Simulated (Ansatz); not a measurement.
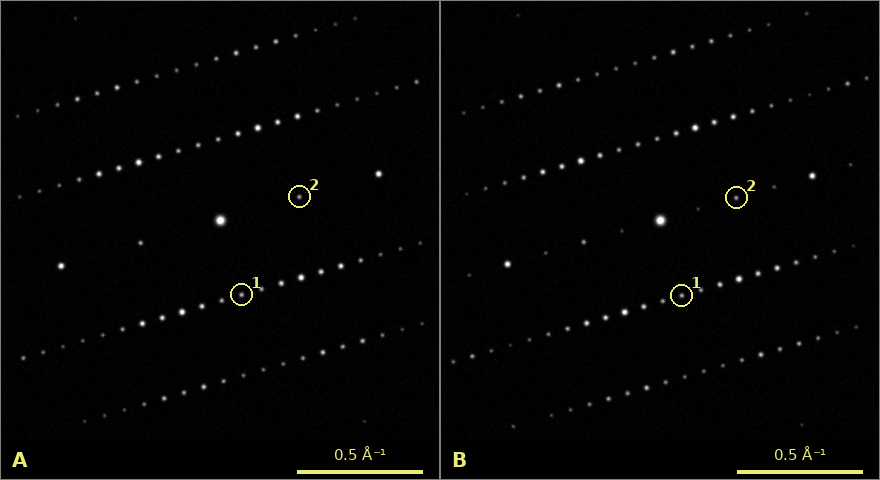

Kinematic electron diffraction patterns (120 kV, B = 0.5 Å², same scale) along [110] of the run's own cell, for the start and the end of one relaxation of MgS with Ansatz, DFT PBE, scalar-relativistic, plane waves, PAW. k mesh 9×9×3. The start is a generated model structure, and the relaxation ends in the nearest stationary point of its symmetry, not necessarily the ground state. Spot 1 is -1 1 0 and spot 2 is 0 0 4 in both.

Start structure:

```yaml
crystal:
  lattice:
    - [3.69795, 0.00000, 0.00000]
    - [-1.84897, 3.20252, 0.00000]
    - [0.00000, 0.00000, 12.07749]
  atoms:
    - { symbol: Mg, position: [0.00000, 0.00000, 0.00000] }
    - { symbol: S, position: [0.66667, 0.33333, 0.12500] }
    - { symbol: Mg, position: [0.33333, 0.66667, 0.25000] }
    - { symbol: S, position: [0.66667, 0.33333, 0.37500] }
    - { symbol: Mg, position: [0.00000, 0.00000, 0.50000] }
    - { symbol: S, position: [0.33333, 0.66667, 0.62500] }
    - { symbol: Mg, position: [0.66667, 0.33333, 0.75000] }
    - { symbol: S, position: [0.33333, 0.66667, 0.87500] }
```

Which pattern belongs to the start structure, and which to the relaxed one?

Answer. A is the start: its cell gives d(1) = 3.203 Å, d(2) = 3.019 Å and an angle of 90.0°. B is the relaxed structure, with d(1) = 3.170 Å (-1.0 %), d(2) = 3.146 Å (+4.2 %) and 90.0°.

Name reflections whose intensity changes strongly on relaxation.

Answer. 0 0 6 comes into sight.

Summarise the relaxation behind the change.

Answer. The volume changed by +2.1 % to 18.25 Å³ an atom; with the mean shift removed, the atoms moved by up to 0.05 Å relative to the cell (S most); the space group stayed P6_3/mmc (No. 194); the free energy fell by 30 meV an atom. Relaxed cell: a = 3.660 Å, b = 3.660 Å, c = 12.584 Å, α = 90.00°, β = 90.00°, γ = 120.00°.
